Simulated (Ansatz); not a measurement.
# Thickness series of a MgB2/Be2C/MgB2 junction, part 4 of 6

Wanted: T(E), the conductance and its decay constant for MgB2/Be2C/MgB2. Both electrodes are MgB2 AlB2(0001); the barrier is Be2C fluorite(111) (whole trilayers). In the first transport cell, after relaxation, the nearest pair of electrode and barrier is B–C at 2.04 Å, along the normal, at the lower face and B–C at 2.04 Å, along the normal, at the upper one. All share a net of side 3.07 Å, which strains the lower electrode by +0.0 % and the barrier by +0.3 %, against typed lattice constants near PBE's. The first steps treat the bulk electrodes alone.

Ansatz 0.2.0; PBE DFT, plane waves, PAW files (the session's first sound run).

So far, transmission at the Fermi level (a spin, zone mean): step 4 (transmission over a wide range of energy) 0.0330. Also channels of the lower lead: step 4 0.819.

## Step 5: Conductance on a fine mesh, atomic planes in the barrier 6, gap between the electrodes 6.83 Å

Level of this step: PBE DFT, plane waves, PAW files; ballistic transmission by layer matching between semi-infinite leads (Ansatz).

System of this step: MgB2/Be2C/MgB2. The cell holds 52 atoms: 32 B, 14 Mg, 4 Be and 2 C. Cell: a = 3.070 Å, b = 3.070 Å, c = 70.207 Å, α = 90.0°, β = 90.0°, γ = 120.0°. Regions: left electrode, 23 atoms (16 B and 7 Mg); barrier, 6 atoms (4 Be and 2 C); right electrode, 23 atoms (16 B and 7 Mg). Vacuum lies along c.

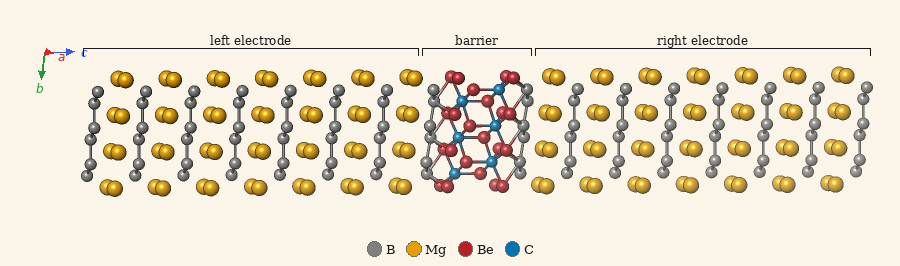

The cell of this step (boron grey, magnesium orange, beryllium red, carbon blue). Bonds to atoms that aren't drawn are left out. 1×3×1 cells are drawn. Some periodic images of atoms are drawn too.

The conductance needs T(E) within ten thermal energies of the Fermi level, on steps under 1.5 kT, and a finer mesh (30×30), since the current can rest on few wavevectors.

input.yaml

```yaml
crystal:
  lattice:
    - [3.07, 0.0, 0.0]
    - [-1.535, 2.6586979896, 0.0]
    - [0.0, 0.0, 70.2068430317]
  atoms:
    - { symbol: B, position: [0.33333333, 0.66666667, 0.0997053805] }
    - { symbol: B, position: [0.66666667, 0.33333333, 0.0997053805] }
    - { symbol: Mg, position: [0.0, 0.0, 0.1247892865] }
    - { symbol: B, position: [0.33333333, 0.66666667, 0.1498731925] }
    - { symbol: B, position: [0.66666667, 0.33333333, 0.1498731925] }
    - { symbol: Mg, position: [0.0, 0.0, 0.1749570984] }
    - { symbol: B, position: [0.33333333, 0.66666667, 0.2000410044] }
    - { symbol: B, position: [0.66666667, 0.33333333, 0.2000410044] }
    - { symbol: Mg, position: [0.0, 0.0, 0.2251249104] }
    - { symbol: B, position: [0.33333333, 0.66666667, 0.2502088163] }
    - { symbol: B, position: [0.66666667, 0.33333333, 0.2502088163] }
    - { symbol: Mg, position: [0.0, 0.0, 0.2752927223] }
    - { symbol: B, position: [0.33333333, 0.66666667, 0.3003766283] }
    - { symbol: B, position: [0.66666667, 0.33333333, 0.3003766283] }
    - { symbol: Mg, position: [0.0, 0.0, 0.3254605342] }
    - { symbol: B, position: [0.33333333, 0.66666667, 0.3505444402] }
    - { symbol: B, position: [0.66666667, 0.33333333, 0.3505444402] }
    - { symbol: Mg, position: [0.0, 0.0, 0.3756283462] }
    - { symbol: B, position: [0.33333333, 0.66666667, 0.4007122521] }
    - { symbol: B, position: [0.66666667, 0.33333333, 0.4007122521] }
    - { symbol: Mg, position: [0.0, 0.0, 0.4257961581] }
    - { symbol: B, position: [0.33333333, 0.66666667, 0.4535229201] }
    - { symbol: B, position: [0.66666667, 0.33333333, 0.4491990995] }
    - { symbol: Be, position: [0.0, 0.0, 0.4713409658] }
    - { symbol: C, position: [0.33333333, 0.66666667, 0.482637036] }
    - { symbol: Be, position: [0.66666667, 0.33333333, 0.490690511] }
    - { symbol: Be, position: [0.33333333, 0.66666667, 0.5093094847] }
    - { symbol: C, position: [0.66666667, 0.33333333, 0.5173629646] }
    - { symbol: Be, position: [0.0, 0.0, 0.5286590329] }
    - { symbol: B, position: [0.33333333, 0.66666667, 0.5508008997] }
    - { symbol: B, position: [0.66666667, 0.33333333, 0.5464770729] }
    - { symbol: Mg, position: [0.0, 0.0, 0.5742038419] }
    - { symbol: B, position: [0.33333333, 0.66666667, 0.5992877479] }
    - { symbol: B, position: [0.66666667, 0.33333333, 0.5992877479] }
    - { symbol: Mg, position: [0.0, 0.0, 0.6243716538] }
    - { symbol: B, position: [0.33333333, 0.66666667, 0.6494555598] }
    - { symbol: B, position: [0.66666667, 0.33333333, 0.6494555598] }
    - { symbol: Mg, position: [0.0, 0.0, 0.6745394658] }
    - { symbol: B, position: [0.33333333, 0.66666667, 0.6996233717] }
    - { symbol: B, position: [0.66666667, 0.33333333, 0.6996233717] }
    - { symbol: Mg, position: [0.0, 0.0, 0.7247072777] }
    - { symbol: B, position: [0.33333333, 0.66666667, 0.7497911837] }
    - { symbol: B, position: [0.66666667, 0.33333333, 0.7497911837] }
    - { symbol: Mg, position: [0.0, 0.0, 0.7748750896] }
    - { symbol: B, position: [0.33333333, 0.66666667, 0.7999589956] }
    - { symbol: B, position: [0.66666667, 0.33333333, 0.7999589956] }
    - { symbol: Mg, position: [0.0, 0.0, 0.8250429016] }
    - { symbol: B, position: [0.33333333, 0.66666667, 0.8501268075] }
    - { symbol: B, position: [0.66666667, 0.33333333, 0.8501268075] }
    - { symbol: Mg, position: [0.0, 0.0, 0.8752107135] }
    - { symbol: B, position: [0.33333333, 0.66666667, 0.9002946195] }
    - { symbol: B, position: [0.66666667, 0.33333333, 0.9002946195] }
kpoints:
  mp_grid: { grid: [12, 12, 1] }
scf:
  occupations: { method: fermi_dirac, width: 0.1 }
  max_iter: 150
hamiltonian:
  xc: pbe
output:
  transmission:
    kmesh: [30, 30]
    e_range: [-0.26, 0.27]
    de: 0.0375
    leads: [[9, 12], [40, 43]]
```

Run with:

```console
ansatz run input.yaml --threads 4 --pin off --max-ram 18432MiB --backend cpu --events-out ev --progress --plain --runs-dir out
```

Numbers of over 12 decimals in the logs are rounded to 6 here.

Output:

```text
[...]
Crystal: 52 atoms, lattice volume = 573.042 Å³
Basis set: ecut = 420 eV, 11155 PW (Γ)
Bands: 178, of which v1, the nominal top of the filled ones, is band 126 counted from 1 (125 counted from 0)
Symmetry: 12 space group operations
[...]
k-points: 19 of 144
[...]
SCF iter   1: F=—  HF=-32796.649262 eV  |F-HF|=—  |Δ(HF+E_count)|=         —  Δρ=7.70e-3  dr2=6.91e1  ethr=1.77e-3  ⟨swp⟩=7.8  Hψ=15912  notcnv=0  defer=464
[...]
SCF iter   8: F=-32796.384069 eV  HF=-32796.384069 eV  |F-HF|=2.72e-8  |Δ(HF+E_count)|=   4.79e-8  Δρ=9.55e-7  dr2=3.33e-8  ethr=3.97e-11  ⟨swp⟩=23.1  Hψ=20284  notcnv=0
SCF 1 converged in 8 iterations: F = -32796.384069 eV  dr2 = 3.33e-8
[...]
transmission: 487 of 4823 steps passed
transmission: 968 of 4823 steps passed
[...]
transmission: 4823 of 4823 steps passed
SCF converged after 8 iterations
Free energy (F): -32796.384069 eV
[...]
Internal energy: -32795.965634 eV  (E = F + TS)
E sigma→0 (E₀):  -32796.174852 eV
Entropy (-TS):   -0.418435 eV (-8.047 meV/atom)
Fermi energy:    6.670139 eV
[...]
--- Band table (eV; the first three rows and the last of 19) ---
  k-point 0: bands = [... 122 lower, 7.4921, 7.4921, 7.9796, 7.9796, 7.9796, 7.9796, 8.6795, 8.7351, ... 48 higher]
  k-point 1: bands = [... 122 lower, 7.1617, 7.3136, 7.4452, 7.4453, 7.7175, 7.7175, 8.7877, 8.8376, ... 48 higher]
  k-point 2: bands = [... 122 lower, 6.4756, 6.4776, 6.8751, 7.0567, 7.1266, 7.1266, 9.1173, 9.1500, ... 48 higher]
  k-point 18: bands = [... 122 lower, 5.7927, 5.7927, 6.2380, 6.2380, 6.5044, 6.5044, 6.9507, 6.9507, ... 48 higher]
--- Transmission ---
  basis      : 73 plane waves across, 53 finite elements along
  points     : 91, standing for a mesh of 30 x 30
  filling    : by the input's occupations and mesh, since the crystals that have channels conduct as metals do. If one of these is a semiconductor, that mesh has misplaced its level
[...]
filled         : 7.4 meV under the level at which it is neutral
    channels       : 7.577778e-1 a spin
    conductance    : 7.1364e14 S/m² at 300 K; may be off by some 0.0 % by where its bands' edges are placed, 5.0 % from the k-mesh, 0.1 % from the distance to neutral
    slowest decay  : 0.0510 /Å at (0.1000, 0.0000)
[...]
filled         : 8.7 meV under the level at which it is neutral
    channels       : 7.577778e-1 a spin
[...]
slowest decay  : 0.0508 /Å at (0.1000, 0.0000)
  junction   : crystal 0 to crystal 1, 19.02 to 50.57 Å
    transmission   : 1.769127e-1 a spin
    conductance    : 1.6667e14 S/m² at 300 K (1.8023e14 on every other point, 1.6793e14 on every other energy)
    error estimate : 0.8 % from the energy spacing and 2.6 % from band edges of the leads and from resonances (wavevectors taken as independent; lower de), 14.8 % from the k-mesh, 19.8 % from the steps of its leads' Hamiltonians or their offsets (lay more layers), 0.6 % from the distance to neutral
    resistance     : 4.5989e-3 Ω µm² beyond half of each lead's own
```

The job ended after 88 s (4 threads of Arm Neoverse V2, shared host; peak memory 3 GiB; 5.4 min of CPU time).

Numbers from this step:

```yaml
free_energy: -32796.3841 eV
fermi_energy: 6.670 eV
transmission_at_the_fermi_level_a_spin_zone_mean: 0.1769
channels_of_the_lower_lead: 0.7578
channels_of_the_upper_lead: 0.7578
potential_step_in_the_lower_lead: 20.1 meV
ballistic_conductance_of_the_lower_lead: 7.14e14 S/m²
potential_step_in_the_upper_lead: 16.4 meV
ballistic_conductance_of_the_upper_lead: 7.13e14 S/m²
junction_conductance: 1.67e14 S/m²
error_estimates_by_source_in_the_log_s_order: 0.8, 2.6, 14.8, 19.8, 0.6 %
resistance_area_product_beyond_the_leads: 0.004599 Ω um²
```

One spin. The transmission, zone mean by energy, zero at the Fermi level:

| energy (eV) | transmission, zone mean |
| --- | --- |
| -0.260 | 0.149 |
| -0.223 | 0.153 |
| -0.185 | 0.141 |
| -0.147 | 0.150 |
| -0.110 | 0.151 |
| -0.072 | 0.161 |
| -0.035 | 0.172 |
| 0.003 | 0.177 |
| 0.040 | 0.182 |
| 0.077 | 0.183 |
| 0.115 | 0.175 |
| 0.152 | 0.176 |
| 0.190 | 0.176 |
| 0.228 | 0.177 |
| 0.265 | 0.171 |

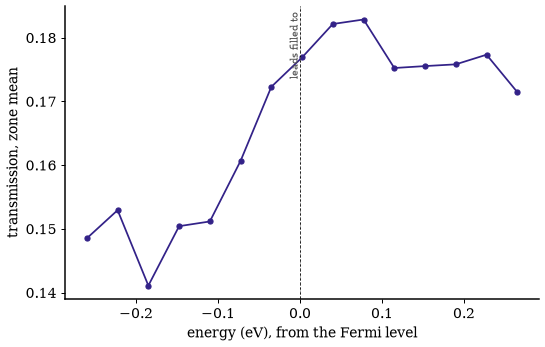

Transmission, zone mean, plotted against energy.

One spin. The open channels, zone mean, lower lead = upper lead by energy, zero at the Fermi level:

| energy (eV) | open channels, zone mean, lower lead = upper lead |
| --- | --- |
| -0.260 | 0.751 |
| -0.223 | 0.758 |
| -0.185 | 0.758 |
| -0.147 | 0.764 |
| -0.110 | 0.744 |
| -0.072 | 0.731 |
| -0.035 | 0.764 |
| 0.003 | 0.758 |
| 0.040 | 0.744 |
| 0.077 | 0.731 |
| 0.115 | 0.711 |
| 0.152 | 0.698 |
| 0.190 | 0.651 |
| 0.228 | 0.654 |
| 0.265 | 0.661 |

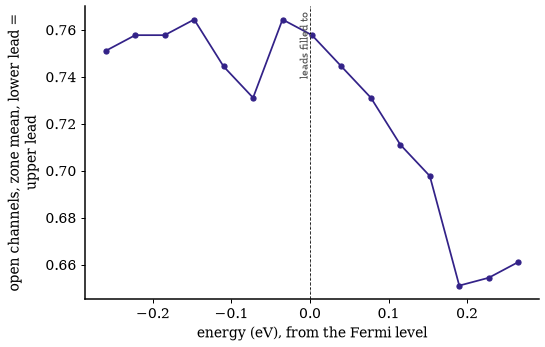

Open channels, zone mean, lower lead = upper lead, plotted against energy.

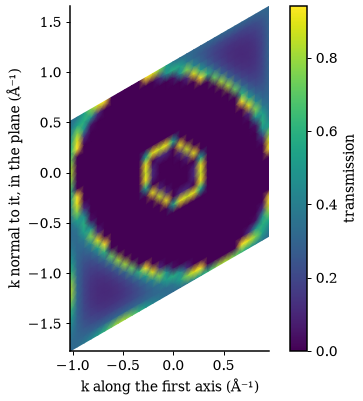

Transmission over k1 and k2. At 0.0025 eV from the Fermi level.

G = 1.7e14 S/m² (1/G = 0.00600 Ω µm²). The largest error estimate is 20 %, from the leads' potential steps. In the worse lead the potential repeats within 20 meV, which the program lets pass, though it still puts 20 % of error on the junction's conductance through them. By hand, Landauer's formula with T at one energy: G = (e²/h) ΣT / A = 3.874e-5 S × 0.354 / 8.162 Å² = 1.7e14 S/m², with T summed over both spins. The printed value averages T over the Fermi window and is 0.99 times this.

## Step 6: Conductance on a fine mesh, 55 atoms

System of this step: MgB2/Be2C/MgB2. The cell holds 55 atoms: 32 B, 14 Mg, 6 Be and 3 C. Cell: a = 3.070 Å, b = 3.070 Å, c = 72.744 Å, α = 90.0°, β = 90.0°, γ = 120.0°. Regions: left electrode, 23 atoms (16 B and 7 Mg); barrier, 9 atoms (6 Be and 3 C); right electrode, 23 atoms (16 B and 7 Mg). Vacuum lies along c.

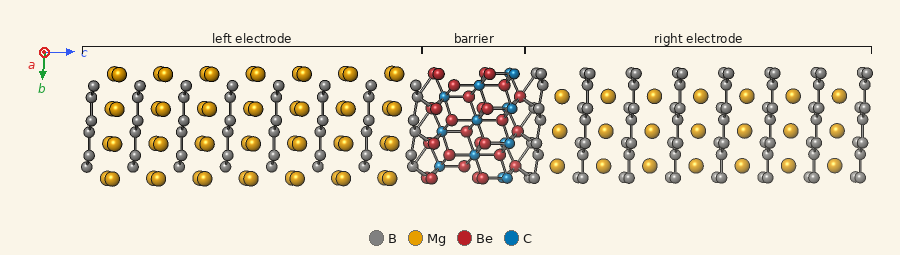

The cell of this step (boron grey, magnesium orange, beryllium red, carbon blue). Bonds to atoms that aren't drawn are left out. 1×3×1 cells are drawn. Some periodic images of atoms are drawn too.

Barrier layers are added or taken out in the middle, and the relaxed faces stay.

input.yaml

```yaml
crystal:
  lattice:
    - [3.07, 0.0, 0.0]
    - [-1.535, 2.6586979896, 0.0]
    - [0.0, 0.0, 72.7436880969]
  atoms:
    - { symbol: B, position: [0.33333333, 0.66666667, 0.0962282802] }
    - { symbol: B, position: [0.66666667, 0.33333333, 0.0962282802] }
    - { symbol: Mg, position: [0.0, 0.0, 0.1204374163] }
    - { symbol: B, position: [0.33333333, 0.66666667, 0.1446465525] }
    - { symbol: B, position: [0.66666667, 0.33333333, 0.1446465525] }
    - { symbol: Mg, position: [0.0, 0.0, 0.1688556886] }
    - { symbol: B, position: [0.33333333, 0.66666667, 0.1930648248] }
    - { symbol: B, position: [0.66666667, 0.33333333, 0.1930648248] }
    - { symbol: Mg, position: [0.0, 0.0, 0.2172739609] }
    - { symbol: B, position: [0.33333333, 0.66666667, 0.2414830971] }
    - { symbol: B, position: [0.66666667, 0.33333333, 0.2414830971] }
    - { symbol: Mg, position: [0.0, 0.0, 0.2656922332] }
    - { symbol: B, position: [0.33333333, 0.66666667, 0.2899013694] }
    - { symbol: B, position: [0.66666667, 0.33333333, 0.2899013694] }
    - { symbol: Mg, position: [0.0, 0.0, 0.3141105055] }
    - { symbol: B, position: [0.33333333, 0.66666667, 0.3383196417] }
    - { symbol: B, position: [0.66666667, 0.33333333, 0.3383196417] }
    - { symbol: Mg, position: [0.0, 0.0, 0.3625287778] }
    - { symbol: B, position: [0.33333333, 0.66666667, 0.3867379139] }
    - { symbol: B, position: [0.66666667, 0.33333333, 0.3867379139] }
    - { symbol: Mg, position: [0.0, 0.0, 0.4109470501] }
    - { symbol: B, position: [0.33333333, 0.66666667, 0.437706876] }
    - { symbol: B, position: [0.66666667, 0.33333333, 0.4335338432] }
    - { symbol: Be, position: [0.0, 0.0, 0.4549035397] }
    - { symbol: C, position: [0.33333333, 0.66666667, 0.4658056735] }
    - { symbol: Be, position: [0.66666667, 0.33333333, 0.4735782936] }
    - { symbol: Be, position: [0.33333333, 0.66666667, 0.491547954] }
    - { symbol: C, position: [0.66666667, 0.33333333, 0.5000000018] }
    - { symbol: Be, position: [0.0, 0.0, 0.5084520447] }
    - { symbol: Be, position: [0.66666667, 0.33333333, 0.5264217022] }
    - { symbol: C, position: [0.0, 0.0, 0.534194327] }
    - { symbol: Be, position: [0.33333333, 0.66666667, 0.5450964591] }
    - { symbol: B, position: [0.66666667, 0.33333333, 0.566466156] }
    - { symbol: B, position: [0.0, 0.0, 0.5622931173] }
    - { symbol: Mg, position: [0.33333333, 0.66666667, 0.5890529499] }
    - { symbol: B, position: [0.66666667, 0.33333333, 0.6132620861] }
    - { symbol: B, position: [0.0, 0.0, 0.6132620861] }
    - { symbol: Mg, position: [0.33333333, 0.66666667, 0.6374712222] }
    - { symbol: B, position: [0.66666667, 0.33333333, 0.6616803583] }
    - { symbol: B, position: [0.0, 0.0, 0.6616803583] }
    - { symbol: Mg, position: [0.33333333, 0.66666667, 0.6858894945] }
    - { symbol: B, position: [0.66666667, 0.33333333, 0.7100986306] }
    - { symbol: B, position: [0.0, 0.0, 0.7100986306] }
    - { symbol: Mg, position: [0.33333333, 0.66666667, 0.7343077668] }
    - { symbol: B, position: [0.66666667, 0.33333333, 0.7585169029] }
    - { symbol: B, position: [0.0, 0.0, 0.7585169029] }
    - { symbol: Mg, position: [0.33333333, 0.66666667, 0.7827260391] }
    - { symbol: B, position: [0.66666667, 0.33333333, 0.8069351752] }
    - { symbol: B, position: [0.0, 0.0, 0.8069351752] }
    - { symbol: Mg, position: [0.33333333, 0.66666667, 0.8311443114] }
    - { symbol: B, position: [0.66666667, 0.33333333, 0.8553534475] }
    - { symbol: B, position: [0.0, 0.0, 0.8553534475] }
    - { symbol: Mg, position: [0.33333333, 0.66666667, 0.8795625837] }
    - { symbol: B, position: [0.66666667, 0.33333333, 0.9037717198] }
    - { symbol: B, position: [0.0, 0.0, 0.9037717198] }
kpoints:
  mp_grid: { grid: [12, 12, 1] }
scf:
  occupations: { method: fermi_dirac, width: 0.1 }
  max_iter: 150
hamiltonian:
  xc: pbe
output:
  transmission:
    kmesh: [30, 30]
    e_range: [-0.26, 0.27]
    de: 0.0375
    leads: [[9, 12], [43, 46]]
```

Output:

```text
[...]
Crystal: 55 atoms, lattice volume = 593.749 Å³
Basis set: ecut = 420 eV, 11547 PW (Γ)
Bands: 185, of which v1, the nominal top of the filled ones, is band 130 counted from 1 (129 counted from 0)
Symmetry: 12 space group operations
[...]
k-points: 19 of 144
[...]
SCF iter   1: F=—  HF=-33233.809207 eV  |F-HF|=—  |Δ(HF+E_count)|=         —  Δρ=9.02e-3  dr2=1.04e2  ethr=1.77e-3  ⟨swp⟩=8.4  Hψ=17677  notcnv=0  defer=563
[...]
SCF iter   8: F=-33233.441250 eV  HF=-33233.441250 eV  |F-HF|=3.51e-8  |Δ(HF+E_count)|=   3.98e-8  Δρ=1.47e-6  dr2=4.14e-8  ethr=3.85e-11  ⟨swp⟩=21.5  Hψ=22633  notcnv=0
SCF 1 converged in 8 iterations: F = -33233.441250 eV  dr2 = 4.14e-8
[...]
transmission: 514 of 5096 steps passed
transmission: 1020 of 5096 steps passed
[...]
transmission: 5096 of 5096 steps passed
SCF converged after 8 iterations
Free energy (F): -33233.441250 eV
[...]
Internal energy: -33232.991698 eV  (E = F + TS)
E sigma→0 (E₀):  -33233.216474 eV
Entropy (-TS):   -0.449552 eV (-8.174 meV/atom)
Fermi energy:    6.760183 eV
[...]
--- Band table (eV; the first three rows and the last of 19) ---
  k-point 0: bands = [... 126 lower, 7.5678, 7.5678, 8.0693, 8.0693, 8.0693, 8.0693, 8.7781, 8.8116, ... 51 higher]
  k-point 1: bands = [... 126 lower, 7.2424, 7.3565, 7.5349, 7.5350, 7.8071, 7.8072, 8.8862, 8.9148, ... 51 higher]
  k-point 2: bands = [... 126 lower, 6.5652, 6.6455, 6.8809, 7.0165, 7.2163, 7.2163, 9.2152, 9.2309, ... 51 higher]
  k-point 18: bands = [... 126 lower, 5.8842, 5.8842, 6.3220, 6.3632, 6.5961, 6.5961, 7.0335, 7.0772, ... 51 higher]
--- Transmission ---
  basis      : 73 plane waves across, 56 finite elements along
  points     : 91, standing for a mesh of 30 x 30
[...]
filled         : 7.1 meV under the level at which it is neutral
    channels       : 7.577778e-1 a spin
[...]
slowest decay  : 0.0529 /Å at (0.0667, 0.0000)
[...]
filled         : 8.2 meV under the level at which it is neutral
    channels       : 7.577778e-1 a spin
[...]
slowest decay  : 0.0532 /Å at (0.1000, 0.0000)
  junction   : crystal 0 to crystal 1, 19.02 to 53.11 Å
    transmission   : 3.111725e-2 a spin
[...]
resistance     : 3.1160e-2 Ω µm² beyond half of each lead's own
```

Elapsed: 1.7 min, on 4 threads; peak memory 3.3 GiB.

This step gave:

```
free energy                                         : -33233.4413 eV
Fermi energy                                        : 6.760 eV
transmission at the Fermi level (a spin, zone mean) : 0.03112
potential step in the lower lead                    : 19.9 meV
potential step in the upper lead                    : 15.9 meV
junction conductance                                : 3.07e13 S/m²
error estimates by source, in the log's order       : 1.1, 3.6, 24.4, 144.1, 0.9 %
resistance-area product beyond the leads            : 0.03116 Ω um²
```

One spin. Table of transmission, zone mean by energy, zero at the Fermi level:

| energy (eV) | transmission, zone mean |
| --- | --- |
| -0.260 | 0.0326 |
| -0.223 | 0.0305 |
| -0.185 | 0.0300 |
| -0.147 | 0.0387 |
| -0.110 | 0.0329 |
| -0.072 | 0.0297 |
| -0.035 | 0.0299 |
| 0.003 | 0.0311 |
| 0.040 | 0.0350 |
| 0.077 | 0.0315 |
| 0.115 | 0.0310 |
| 0.152 | 0.0308 |
| 0.190 | 0.0289 |
| 0.228 | 0.0290 |
| 0.265 | 0.0296 |

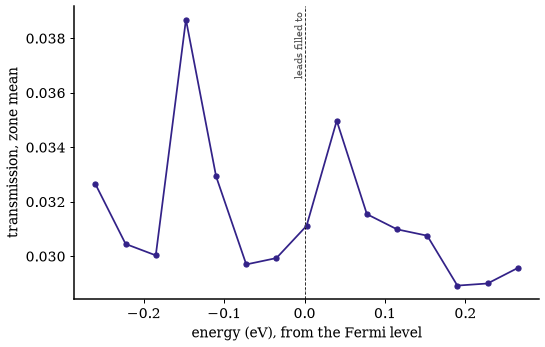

Transmission, zone mean, plotted against energy.

One spin. The open channels, zone mean by energy, zero at the Fermi level:

| energy (eV) | lower lead | upper lead |
| --- | --- | --- |
| -0.260 | 0.751 | 0.751 |
| -0.223 | 0.758 | 0.758 |
| -0.185 | 0.758 | 0.758 |
| -0.147 | 0.764 | 0.764 |
| -0.110 | 0.744 | 0.744 |
| -0.072 | 0.718 | 0.731 |
| -0.035 | 0.764 | 0.764 |
| 0.003 | 0.758 | 0.758 |
| 0.040 | 0.744 | 0.744 |
| 0.077 | 0.731 | 0.731 |
| 0.115 | 0.711 | 0.711 |
| 0.152 | 0.698 | 0.698 |
| 0.190 | 0.651 | 0.651 |
| 0.228 | 0.654 | 0.654 |
| 0.265 | 0.661 | 0.661 |

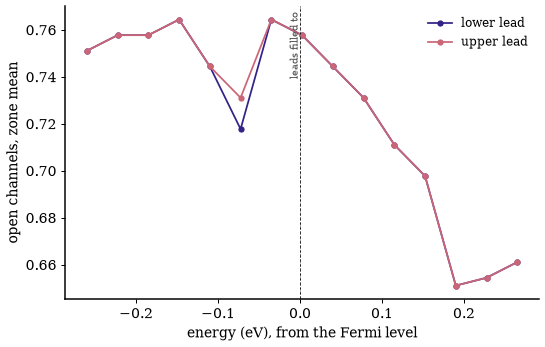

Open channels, zone mean against energy.

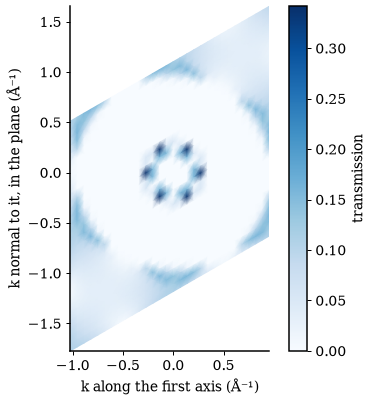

Transmission over k1 and k2. At 0.0025 eV from the Fermi level.

G = 3.1e13 S/m² (1/G = 0.0326 Ω µm²), 0.18 times the step before of this kind. The largest error estimate is 144 %, from the leads' potential steps. In the worse lead the potential repeats within 20 meV, which the program lets pass, though it still puts 144 % of error on the junction's conductance through them.

[end of part 4 of 6]

[Logs are printed without paths, hosts, clocks, repeated set-up lines and the standing remarks that a program may print on its own settings, such as how far it seeks lower states.]

[Hosts, paths, dates, database ids (printed as entryN), source tags and the programs' standing remarks are cut or masked in the printed files.]
